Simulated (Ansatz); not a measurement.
# Σ11 (332) boundary in bcc Ta with Cu (substitutional): structure and resistance

Wanted: what the Σ11 (332) boundary in bcc Ta with Cu (substitutional) costs an interconnect.

Method: Ansatz plane-wave DFT, PBE, PAW files; relaxation of a bicrystal slab with its lowest layers held; PAW set soft_1, in the first sound run; inputs show where later runs differ, in Ansatz 0.2.0.

**1. The structure**

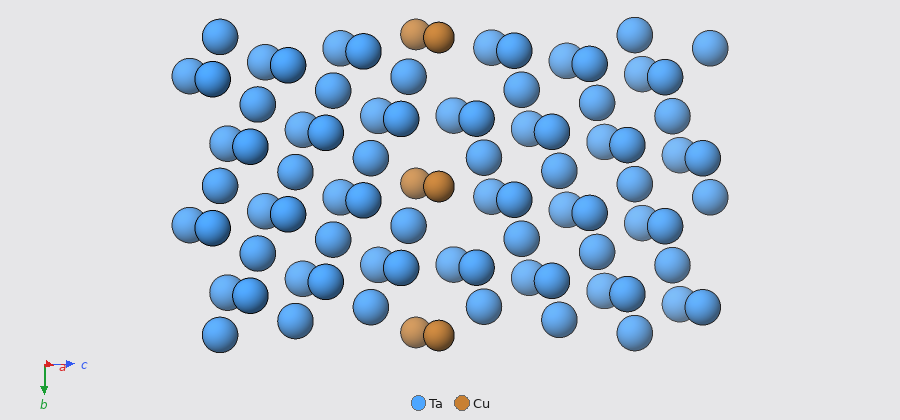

Start, viewed from the side, with the c axis across the page; tantalum blue, copper orange. 1×2×1 cells are drawn. Some periodic images of atoms are drawn too.

The cell holds 27 atoms: 26 Ta and 1 Cu. Cell: a = 4.671 Å, b = 5.477 Å, c = 30.011 Å, α = 90.0°, β = 90.0°, γ = 90.0°. It derives from Ta. built on the (3 3 2) plane; 2 overlapping atoms removed and the grains opened by 0 Å. Vacuum lies along c.

**2. Relaxing the bicrystal**

The boundary is built by mirroring the lower grain in the boundary plane and removing any atoms that overlap; then the Cu is put in at the boundary. A thin bicrystal slab is relaxed first, with the lowest layers held and the upper grain free to shift and open.

Input file input.yaml:

```yaml
crystal:
  lattice:
    - [4.6705251426, 0.0, 0.0]
    - [0.0, 5.4766761838, 0.0]
    - [0.0, 0.0, 30.0109202606]
  atoms:
    - { symbol: Ta, position: [0.0, 0.2727272727, 0.1666060206] }
    - { symbol: Ta, position: [0.5, 1.0, 0.1900677523] }
    - { symbol: Ta, position: [0.0, 0.7272727272, 0.2135294839] }
    - { symbol: Ta, position: [0.5, 0.4545454545, 0.2369912156] }
    - { symbol: Ta, position: [0.0, 0.1818181818, 0.2604529472] }
    - { symbol: Ta, position: [0.5, 0.9090909091, 0.2839146789] }
    - { symbol: Ta, position: [0.0, 0.6363636363, 0.3073764105] }
    - { symbol: Ta, position: [0.5, 0.3636363636, 0.3308381422] }
    - { symbol: Ta, position: [0.0, 0.0909090909, 0.3542998738] }
    - { symbol: Ta, position: [0.5, 0.8181818182, 0.3777616055] }
    - { symbol: Ta, position: [0.0, 0.5454545454, 0.4012233372] }
    - { symbol: Ta, position: [0.5, 0.2727272727, 0.4246850688] }
    - { symbol: Cu, position: [0.0, 0.0, 0.4481468005] }
    - { symbol: Ta, position: [0.0, 0.5454545454, 0.4950702638] }
    - { symbol: Ta, position: [0.5, 0.8181818182, 0.5185319954] }
    - { symbol: Ta, position: [0.0, 0.0909090909, 0.5419937271] }
    - { symbol: Ta, position: [0.5, 0.3636363636, 0.5654554587] }
    - { symbol: Ta, position: [0.0, 0.6363636363, 0.5889171904] }
    - { symbol: Ta, position: [0.5, 0.9090909091, 0.612378922] }
    - { symbol: Ta, position: [0.0, 0.1818181818, 0.6358406537] }
    - { symbol: Ta, position: [0.5, 0.4545454545, 0.6593023853] }
    - { symbol: Ta, position: [0.0, 0.7272727272, 0.682764117] }
    - { symbol: Ta, position: [0.5, 1.0, 0.7062258486] }
    - { symbol: Ta, position: [0.0, 0.2727272727, 0.7296875803] }
    - { symbol: Ta, position: [0.5, 0.5454545454, 0.7531493119] }
    - { symbol: Ta, position: [0.0, 0.8181818181, 0.7766110436] }
    - { symbol: Ta, position: [0.5, 0.0909090909, 0.8000727752] }
kpoints:
  mp_grid: { grid: [5, 5, 1] }
hamiltonian:
  xc: pbe
  pseudopotentials: { kind: paw, azcp: { folder: soft_1 } }
scf:
  occupations: { method: fermi_dirac, width: 0.1 }
relax:
  f_tol: 0.03
  max_steps: 80
  constraints: [{ sites: [0, 1, 2, 3, 4] }]
```

The run is started by

```sh
> ansatz run input.yaml --threads 4 --pin off --max-ram 15360MiB --backend cpu --events-out ev --progress --plain --runs-dir out
```

Numbers of over 12 decimals in the logs are rounded to 6 here.

Output:

```text
Engine: ansatz 0.2.0, aarch64-unknown-linux-gnu
Pseudopotentials: kind: paw
Pseudopotential: Ta, paw, valence charge 13, recommended cutoff 420 eV (normal), soft_1/Ta.paw.azcp
Pseudopotential: Cu, paw, valence charge 19, recommended cutoff 420 eV (normal), soft_1/Cu.paw.azcp
Functional definition: PBE
  parameter kappa = 0.804
  parameter beta = 0.066725
  exchange = pbe_x(kappa = kappa, mu = beta*pi^2/3)
  correlation = pbe_c(beta = beta)
Crystal: 27 atoms, lattice volume = 767.648 Å³
Basis set: ecut = 420 eV, 14945 PW (Γ), exchange–correlation on 64×80×432 points (8 copies of the dense FFT grid, shifted against one another)
Bands: 215, of which v1, the nominal top of the filled ones, is band 179 counted from 1 (178 counted from 0)
Symmetry: 2 space group operations
Space group: Pm (ITA 6), of the structure as read, at distance tolerance 9.2e-5 Å
k-points: 9 of 25 (time reversal used)
Non-local potential: Ta, projectors of the file, l = 0: 3, l = 1: 2, l = 2: 2, l = 3: 1
Non-local potential: Cu, projectors of the file, l = 0: 3, l = 1: 2, l = 2: 3, l = 3: 1
PAW form: soft (Blöchl's): semilocal exchange-correlation on the pseudo side does not see the compensation charge
PAW one-centre angular grid: Ta, 590 points (default); XC on 64 Gauss nodes
PAW one-centre angular grid: Cu, 590 points (default); XC on 64 Gauss nodes
Initial density: superposition of atomic densities (neutral atoms: chi_scale 0, normalization atom)
Initial wavefunctions: pseudopotential atomic-orbital guess
Functional: x = pbe(κ = 0.804, μ = 0.219515), c = pbe(β = 0.066725)
SCF iter   1: F=—  HF=-264903.947084 eV  |F-HF|=—  |Δ(HF+E_count)|=         —  Δρ=3.01e-1  dr2=1.05e3  ethr=3.10e-3  ⟨swp⟩=10.1  Hψ=9465  notcnv=0
preconditioner: auto → LDOS  [metal: Δε(μ)=0.007 eV  Ē_g=4.226 eV  σ=0.100 eV  W_gap=0.02  n_scr=176 (ndim 8)  ℏωp=15.9 eV  f_vac=0.278  D(μ)=23.13/eV (n_scr^D=168)  β→1.0]
SCF iter   2: F=—  HF=-264894.957857 eV  |F-HF|=—  |Δ(HF+E_count)|=    8.99e0  Δρ=1.02e-1  dr2=8.59e2  ethr=3.10e-3  ⟨swp⟩=16.1  Hψ=13999  notcnv=0  defer=19
SCF iter   3: F=—  HF=-264897.956564 eV  |F-HF|=—  |Δ(HF+E_count)|=    3.00e0  Δρ=1.23e-1  dr2=1.32e2  ethr=3.10e-3  ⟨swp⟩=14.2  Hψ=8102  notcnv=0  defer=20
SCF iter   4: F=—  HF=-264880.413775 eV  |F-HF|=—  |Δ(HF+E_count)|=    1.75e1  Δρ=5.85e-2  dr2=3.97e1  ethr=3.10e-3  ⟨swp⟩=9.6  Hψ=7533  notcnv=0  defer=13
SCF iter   5: F=—  HF=-264877.629711 eV  |F-HF|=—  |Δ(HF+E_count)|=    2.78e0  Δρ=2.53e-2  dr2=1.41e1  ethr=3.10e-3  ⟨swp⟩=3.0  Hψ=3187  notcnv=0  defer=8
SCF iter   6: F=—  HF=-264877.095281 eV  |F-HF|=—  |Δ(HF+E_count)|=   5.34e-1  Δρ=1.77e-2  dr2=2.71e0  ethr=3.10e-3  ⟨swp⟩=2.9  Hψ=3013  notcnv=0  defer=7
SCF iter   7: F=—  HF=-264876.959743 eV  |F-HF|=—  |Δ(HF+E_count)|=   1.36e-1  Δρ=9.50e-3  dr2=8.58e-1  ethr=7.59e-4  ⟨swp⟩=3.4  Hψ=3256  notcnv=0  defer=9
SCF iter   8: F=—  HF=-264876.900073 eV  |F-HF|=—  |Δ(HF+E_count)|=   5.97e-2  Δρ=4.06e-3  dr2=2.06e-1  ethr=2.40e-4  ⟨swp⟩=2.8  Hψ=2805  notcnv=0  defer=8
SCF iter   9: F=—  HF=-264876.887685 eV  |F-HF|=—  |Δ(HF+E_count)|=   1.24e-2  Δρ=6.45e-4  dr2=3.39e-3  ethr=5.76e-5  ⟨swp⟩=2.2  Hψ=3547  notcnv=0  defer=7
SCF iter  10: F=—  HF=-264876.888422 eV  |F-HF|=—  |Δ(HF+E_count)|=   7.37e-4  Δρ=8.95e-5  dr2=7.94e-5  ethr=9.49e-7  ⟨swp⟩=2.4  Hψ=2743  notcnv=0  defer=7
SCF iter  11: F=—  HF=-264876.888565 eV  |F-HF|=—  |Δ(HF+E_count)|=   1.43e-4  Δρ=9.64e-5  dr2=5.98e-5  ethr=6.30e-9  ⟨swp⟩=6.2  Hψ=7049  notcnv=0
SCF iter  12: F=-264876.888559 eV  HF=-264876.888567 eV  |F-HF|=8.21e-6  |Δ(HF+E_count)|=   1.54e-6  Δρ=3.40e-5  dr2=1.10e-5  ethr=6.30e-9  ⟨swp⟩=2.0  Hψ=7230  notcnv=0
SCF 1 converged in 12 iterations: F = -264876.888559 eV  dr2 = 1.10e-5
  greatest PAW one-centre occupation: 0.999 electrons in one spin orbital (limit 2), on the Cu atom at site 12 (counted from 0), in its partial waves of l = 0
relax step   1: F+E_penalty+E_count = -264876.88855853 eV  Δ(F+E_penalty+E_count) = +0.000e0 eV  max|allowed force component| = 1.866e0 eV/Å  Δτ_max = 0.0000 Å  (12 SCF iters, dr2 threshold 2.25e-5 eV, accepted)
Initial density: handed on by an earlier stage of this run
Initial wavefunctions: those handed on with the density
iter 1 solved again at ethr=2.08e-3 eV; its pass at ethr=3.10e-3 eV (dr2=7.43e0 eV) is discarded
SCF iter   1: F=—  HF=-264878.125950 eV  |F-HF|=—  |Δ(HF+E_count)|=         —  Δρ=1.10e-2  dr2=7.82e0  ethr=2.08e-3  ⟨swp⟩=2.0  Hψ=6793  notcnv=0  defer=8
preconditioner: auto → LDOS  [metal: Δε(μ)=0.009 eV  Ē_g=3.764 eV  σ=0.100 eV  W_gap=0.02  n_scr=176 (ndim 8)  ℏωp=15.9 eV  f_vac=0.287  D(μ)=34.88/eV (n_scr^D=306)  β→1.0]
SCF iter   2: F=—  HF=-264877.812558 eV  |F-HF|=—  |Δ(HF+E_count)|=   3.13e-1  Δρ=5.27e-3  dr2=7.13e-1  ethr=2.08e-3  ⟨swp⟩=3.2  Hψ=2563  notcnv=0  defer=9
SCF iter   3: F=—  HF=-264877.790825 eV  |F-HF|=—  |Δ(HF+E_count)|=   2.17e-2  Δρ=5.53e-3  dr2=2.04e-1  ethr=2.00e-4  ⟨swp⟩=2.6  Hψ=3878  notcnv=0  defer=11
SCF iter   4: F=—  HF=-264877.764357 eV  |F-HF|=—  |Δ(HF+E_count)|=   2.65e-2  Δρ=2.41e-3  dr2=3.45e-2  ethr=5.73e-5  ⟨swp⟩=2.6  Hψ=4054  notcnv=0  defer=9
SCF iter   5: F=—  HF=-264877.760804 eV  |F-HF|=—  |Δ(HF+E_count)|=   3.55e-3  Δρ=2.60e-4  dr2=1.30e-3  ethr=9.68e-6  ⟨swp⟩=2.2  Hψ=3606  notcnv=0  defer=8
SCF iter   6: F=—  HF=-264877.760911 eV  |F-HF|=—  |Δ(HF+E_count)|=   1.07e-4  Δρ=1.45e-4  dr2=1.84e-4  ethr=3.65e-7  ⟨swp⟩=2.0  Hψ=2583  notcnv=0  defer=8
SCF iter   7: F=-264877.760952 eV  HF=-264877.760964 eV  |F-HF|=1.29e-5  |Δ(HF+E_count)|=   5.33e-5  Δρ=4.16e-5  dr2=2.58e-5  ethr=2.80e-8  ⟨swp⟩=3.0  Hψ=6829  notcnv=0
SCF 2 converged in 7 iterations: F = -264877.760952 eV  dr2 = 2.58e-5
relax step   2: F+E_penalty+E_count = -264877.76095152 eV  Δ(F+E_penalty+E_count) = -8.724e-1 eV  max|allowed force component| = 8.112e-1 eV/Å  Δτ_max = 0.1949 Å  (7 SCF iters, dr2 threshold 1.00e-4 eV, accepted)
SCF iter   1: F=—  HF=-264878.575059 eV  |F-HF|=—  |Δ(HF+E_count)|=         —  Δρ=1.07e-2  dr2=1.24e1  ethr=3.10e-3  ⟨swp⟩=7.2  Hψ=3949  notcnv=0  defer=12
preconditioner: auto → LDOS  [metal: Δε(μ)=0.006 eV  Ē_g=3.776 eV  σ=0.100 eV  W_gap=0.01  n_scr=176 (ndim 8)  ℏωp=15.9 eV  f_vac=0.290  D(μ)=35.52/eV (n_scr^D=310)  β→1.0]
SCF iter   2: F=—  HF=-264878.313076 eV  |F-HF|=—  |Δ(HF+E_count)|=   2.62e-1  Δρ=4.24e-3  dr2=4.51e-1  ethr=3.10e-3  ⟨swp⟩=2.6  Hψ=2315  notcnv=0  defer=7
SCF iter   3: F=—  HF=-264878.331822 eV  |F-HF|=—  |Δ(HF+E_count)|=   1.87e-2  Δρ=7.12e-3  dr2=2.96e-1  ethr=1.26e-4  ⟨swp⟩=2.3  Hψ=3891  notcnv=0  defer=8
SCF iter   4: F=—  HF=-264878.288433 eV  |F-HF|=—  |Δ(HF+E_count)|=   4.34e-2  Δρ=2.62e-3  dr2=3.50e-2  ethr=8.28e-5  ⟨swp⟩=2.0  Hψ=4054  notcnv=0  defer=7
SCF iter   5: F=—  HF=-264878.284430 eV  |F-HF|=—  |Δ(HF+E_count)|=   4.00e-3  Δρ=2.41e-4  dr2=1.16e-3  ethr=9.82e-6  ⟨swp⟩=2.0  Hψ=3619  notcnv=0  defer=7
SCF iter   6: F=—  HF=-264878.284497 eV  |F-HF|=—  |Δ(HF+E_count)|=   6.68e-5  Δρ=1.32e-4  dr2=1.46e-4  ethr=3.24e-7  ⟨swp⟩=2.0  Hψ=2613  notcnv=0  defer=7
SCF iter   7: F=-264878.284488 eV  HF=-264878.284500 eV  |F-HF|=1.16e-5  |Δ(HF+E_count)|=   2.72e-6  Δρ=2.93e-5  dr2=2.04e-5  ethr=1.15e-8  ⟨swp⟩=3.0  Hψ=6799  notcnv=0
SCF 3 converged in 7 iterations: F = -264878.284488 eV  dr2 = 2.04e-5
relax step   3: F+E_penalty+E_count = -264878.28448793 eV  Δ(F+E_penalty+E_count) = -5.235e-1 eV  max|allowed force component| = 7.039e-1 eV/Å  Δτ_max = 0.1946 Å  (7 SCF iters, dr2 threshold 4.11e-5 eV, accepted)
[...]
relax step   4: F+E_penalty+E_count = -264878.65139505 eV  Δ(F+E_penalty+E_count) = -3.669e-1 eV  max|allowed force component| = 2.831e-1 eV/Å  Δτ_max = 0.1927 Å  (7 SCF iters, dr2 threshold 9.37e-5 eV, accepted)
[...]
relax step   5: F+E_penalty+E_count = -264878.85721866 eV  Δ(F+E_penalty+E_count) = -2.058e-1 eV  max|allowed force component| = 5.253e-1 eV/Å  Δτ_max = 0.1674 Å  (9 SCF iters, dr2 threshold 1.30e-5 eV, accepted)
[...]
relax step   6: F+E_penalty+E_count = -264879.04213352 eV  Δ(F+E_penalty+E_count) = -1.849e-1 eV  max|allowed force component| = 1.661e-1 eV/Å  Δτ_max = 0.1952 Å  (8 SCF iters, dr2 threshold 4.46e-5 eV, accepted)
[...]
relax step   7: F+E_penalty+E_count = -264879.08755753 eV  Δ(F+E_penalty+E_count) = -4.542e-2 eV  max|allowed force component| = 1.564e-1 eV/Å  Δτ_max = 0.2000 Å  (9 SCF iters, dr2 threshold 2.76e-6 eV, accepted)
[...]
relax step   8: F+E_penalty+E_count = -264879.09491474 eV  Δ(F+E_penalty+E_count) = -7.357e-3 eV  max|allowed force component| = 6.207e-2 eV/Å  Δτ_max = 0.0412 Å  (6 SCF iters, dr2 threshold 2.44e-6 eV, accepted)
SCF iter   1: F=—  HF=-264879.095779 eV  |F-HF|=—  |Δ(HF+E_count)|=         —  Δρ=7.15e-4  dr2=1.43e-2  ethr=1.78e-4  ⟨swp⟩=2.6  Hψ=2808  notcnv=0  defer=10
preconditioner: auto → LDOS  [metal: Δε(μ)=0.013 eV  Ē_g=3.877 eV  σ=0.100 eV  W_gap=0.03  n_scr=176 (ndim 8)  ℏωp=15.9 eV  f_vac=0.310  D(μ)=33.20/eV (n_scr^D=286)  β→1.0]
SCF iter   2: F=—  HF=-264879.095236 eV  |F-HF|=—  |Δ(HF+E_count)|=   5.43e-4  Δρ=2.35e-4  dr2=1.01e-3  ethr=4.02e-6  ⟨swp⟩=2.0  Hψ=2486  notcnv=0  defer=10
SCF iter   3: F=—  HF=-264879.095191 eV  |F-HF|=—  |Δ(HF+E_count)|=   4.50e-5  Δρ=1.79e-4  dr2=2.67e-4  ethr=2.83e-7  ⟨swp⟩=2.0  Hψ=3532  notcnv=0  defer=10
SCF iter   4: F=—  HF=-264879.095146 eV  |F-HF|=—  |Δ(HF+E_count)|=   4.47e-5  Δρ=8.99e-5  dr2=4.97e-5  ethr=7.49e-8  ⟨swp⟩=2.0  Hψ=3609  notcnv=0  defer=10
SCF iter   5: F=—  HF=-264879.095899 eV  |F-HF|=—  |Δ(HF+E_count)|=   7.52e-4  Δρ=1.45e-5  dr2=2.52e-6  ethr=1.39e-8  ⟨swp⟩=2.0  Hψ=3586  notcnv=0  defer=10
SCF iter   6: F=—  HF=-264879.095898 eV  |F-HF|=—  |Δ(HF+E_count)|=   5.41e-7  Δρ=6.47e-6  dr2=6.00e-7  ethr=7.06e-10  ⟨swp⟩=2.2  Hψ=3487  notcnv=0  defer=10
SCF iter   7: F=-264879.095898 eV  HF=-264879.095898 eV  |F-HF|=9.08e-9  |Δ(HF+E_count)|=   2.50e-9  Δρ=1.73e-6  dr2=6.60e-8  ethr=2.80e-11  ⟨swp⟩=3.4  Hψ=7530  notcnv=0
SCF 9 converged in 7 iterations: F = -264879.095898 eV  dr2 = 6.60e-8
relax step   9: F+E_penalty+E_count = -264879.09589799 eV  Δ(F+E_penalty+E_count) = -9.832e-4 eV  max|allowed force component| = 2.878e-2 eV/Å  Δτ_max = 0.0164 Å  (7 SCF iters, accepted)
SCF converged after 7 iterations
Free energy (F): -264879.095898 eV
Harris-Foulkes:  -264879.095898 eV  (|F-HF|=9.08e-9)
Internal energy: -264878.001335 eV  (E = F + TS)
E sigma→0 (E₀):  -264878.548616 eV
Entropy (-TS):   -1.094563 eV (-40.539 meV/atom)
Fermi energy:    10.294635 eV
--- Per-component energies (eV) ---
  E_band       = -6049.480419
  E_kinetic    = 10468.256389
  E_local      = -330785.388181  (includes V_loc(G=0)·N_el)
  E_nonlocal   = 595.628254
  E_hartree    = 161611.475726
  E_xc         = -8406.097813
  E_vxc        = -6143.020892  (∫ρ·V_xc dr)
  E_paw        = -217727.816272  (= ΣΔE_a)
  E_vpaw       = -3407.875065  (= ΣTr[D̂ρ^β])
  E_aug_tail   = 0.003444  (compensation charges beyond the density's cutoff)
  E_ewald      = 119365.937119
  E_smearing   = -1.094563  (= −TS)
  E_closure    = -0.000000  (closes the sum)
  Σ components = -264879.095898   (vs F -264879.095898, Δ=0.00e0)
--- Forces (eV/Å), atoms counted from 1 ---
  atom   1  Ta     0.00000000    -0.23089677     1.93879630
  atom   2  Ta     0.00000000    -0.07306784     0.33708424
  atom   3  Ta    -0.00000000     0.57482806    -0.37046586
  atom   4  Ta    -0.00000000    -0.41257306    -1.02884716
  atom   5  Ta    -0.00000000     0.15350468    -0.88278720
  atom   6  Ta     0.00000000    -0.00092174     0.00527615
  atom   7  Ta     0.00000000     0.00800297    -0.00334807
  atom   8  Ta     0.00000000    -0.01173171    -0.00217832
  atom   9  Ta    -0.00000000    -0.01740297     0.00410795
  atom  10  Ta     0.00000000     0.02266898    -0.01328893
  atom  11  Ta     0.00000000    -0.00506411     0.02877632
  atom  12  Ta     0.00000000    -0.01108389     0.00290091
  atom  13  Cu    -0.00000000     0.01004088    -0.00047439
  atom  14  Ta    -0.00000000     0.00429388    -0.02726001
  atom  15  Ta     0.00000000    -0.00054103     0.00696379
  atom  16  Ta    -0.00000000     0.00021868     0.00717957
  atom  17  Ta     0.00000000     0.01304557    -0.01960293
  atom  18  Ta     0.00000000    -0.01148034     0.00915855
  atom  19  Ta    -0.00000000    -0.01042895     0.00443081
  atom  20  Ta     0.00000000     0.00318036    -0.00592008
  atom  21  Ta     0.00000000    -0.00134958    -0.00393659
  atom  22  Ta     0.00000000     0.00027102     0.00923616
  atom  23  Ta     0.00000000     0.00208542    -0.00639814
  atom  24  Ta    -0.00000000     0.00321511     0.00421093
  atom  25  Ta     0.00000000    -0.00040794     0.00529111
  atom  26  Ta    -0.00000000    -0.00407039     0.00791337
  atom  27  Ta     0.00000000    -0.00443295    -0.00677873
  max |Σ_I F_I| component: 9.77e-5 eV/Å
--- Relaxed structure (9 steps of the walk, 9 accepted, 0 SCFs on fresh bases) ---
  F+E_penalty+E_count = -264879.09589799 eV   max|allowed force component| = 2.878e-2 eV/Å
  atoms:
    - { symbol: Ta, position: [0.0, 0.272727, 0.166606] }
    - { symbol: Ta, position: [0.500000, 1.0, 0.190068] }
    - { symbol: Ta, position: [0.0, 0.727273, 0.213529] }
    - { symbol: Ta, position: [0.500000, 0.454545, 0.236991] }
    - { symbol: Ta, position: [0.0, 0.181818, 0.260453] }
    - { symbol: Ta, position: [0.500000, 0.913193, 0.283896] }
    - { symbol: Ta, position: [-1.2797895012375135e-18, 0.635424, 0.305582] }
    - { symbol: Ta, position: [0.500000, 0.361842, 0.334233] }
    - { symbol: Ta, position: [-1.7711378015168944e-18, 0.082475, 0.351817] }
    - { symbol: Ta, position: [0.500000, 0.823452, 0.383530] }
    - { symbol: Ta, position: [-5.671731704903262e-18, 0.537085, 0.393273] }
    - { symbol: Ta, position: [0.500000, 0.287138, 0.436302] }
    - { symbol: Cu, position: [-8.105529254467608e-18, -0.00880767, 0.436785] }
    - { symbol: Ta, position: [-1.0723694536868923e-17, 0.529992, 0.480038] }
    - { symbol: Ta, position: [0.500000, 0.819978, 0.488833] }
    - { symbol: Ta, position: [-1.4400187962542898e-17, 0.076076, 0.521808] }
    - { symbol: Ta, position: [0.500000, 0.354991, 0.539711] }
    - { symbol: Ta, position: [-1.5481906098696832e-17, 0.630382, 0.567215] }
    - { symbol: Ta, position: [0.500000, 0.904686, 0.588852] }
    - { symbol: Ta, position: [-1.5422010349645144e-17, 0.175874, 0.614223] }
    - { symbol: Ta, position: [0.500000, 0.447778, 0.636741] }
    - { symbol: Ta, position: [-1.5815286540722563e-17, 0.719108, 0.660595] }
    - { symbol: Ta, position: [0.500000, 0.994030, 0.682336] }
    - { symbol: Ta, position: [-1.2777967972664328e-17, 0.258541, 0.711776] }
    - { symbol: Ta, position: [0.500000, 0.552221, 0.730176] }
    - { symbol: Ta, position: [-1.7185091491941838e-17, 0.795263, 0.752522] }
    - { symbol: Ta, position: [0.500000, 0.078229, 0.768762] }
```

The job ended after 9.1 min (4 threads of Arm Neoverse V1, shared host; peak memory 3.4 GiB; 36 min of CPU time).

Relaxation path:

```csv
step,energy less that of the first step (eV),largest force component (eV/Å)
1,0.0000,1.8658
2,-0.8724,0.8112
3,-1.3959,0.7039
4,-1.7628,0.2831
5,-1.9687,0.5253
6,-2.1536,0.1661
7,-2.1990,0.1564
8,-2.2064,0.0621
9,-2.2073,0.0288
```

Forces are held to the 2 operations that the run works with; a distortion that breaks them can't arise in this run.

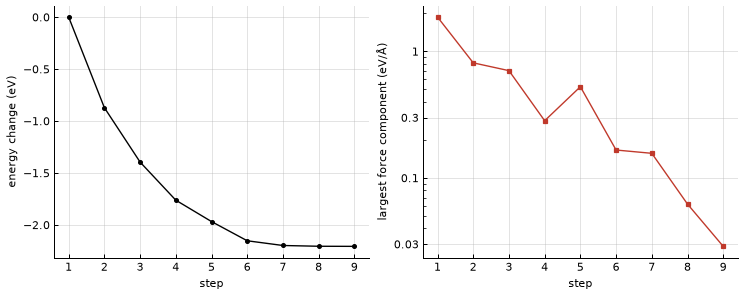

Energy and largest force along the relaxation.

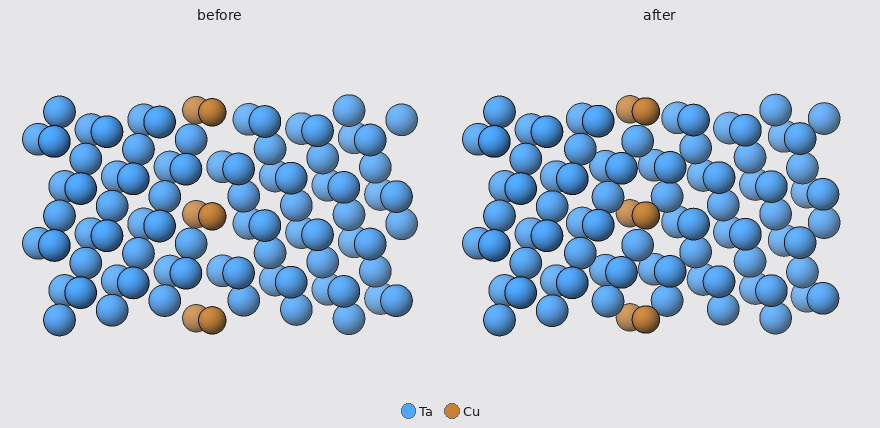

Before and after, at one scale.

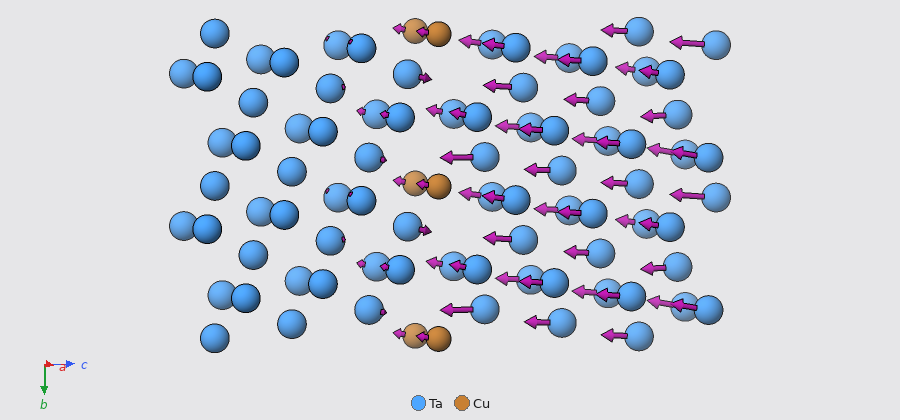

Displacements in the relaxation, exaggerated; the longest in the cell stands for 0.94 Å. 1×2×1 cells are drawn. Some periodic images of atoms are drawn too.

The atoms that moved most (Å):

```csv
atom,dx,dy,dz,length
Ta27,0.000,-0.069,-0.940,0.942
Ta15,0.000,0.010,-0.891,0.891
Ta17,0.000,-0.047,-0.773,0.774
Ta26,0.000,-0.126,-0.723,0.734
Ta23,0.000,-0.033,-0.717,0.718
Ta19,0.000,-0.024,-0.706,0.706
Ta25,0.000,0.037,-0.689,0.690
Ta21,0.000,-0.037,-0.677,0.678
```

This step gave:

```
free energy             : -264879.0959 eV
energy at zero smearing : -264878.5486 eV
Fermi energy            : 10.29 eV
```

The largest force component on a free atom ends at 0.029 eV/Å, under the tolerance of 0.03, after 9 steps.

(Part 1 of 2 ends here.)

[Logs are printed without paths, hosts, clocks, repeated set-up lines and the standing remarks that a program may print on its own settings, such as how far it seeks lower states.]

[Hosts, paths, dates, database ids (printed as entryN), source tags and the programs' standing remarks are cut or masked in the printed files.]
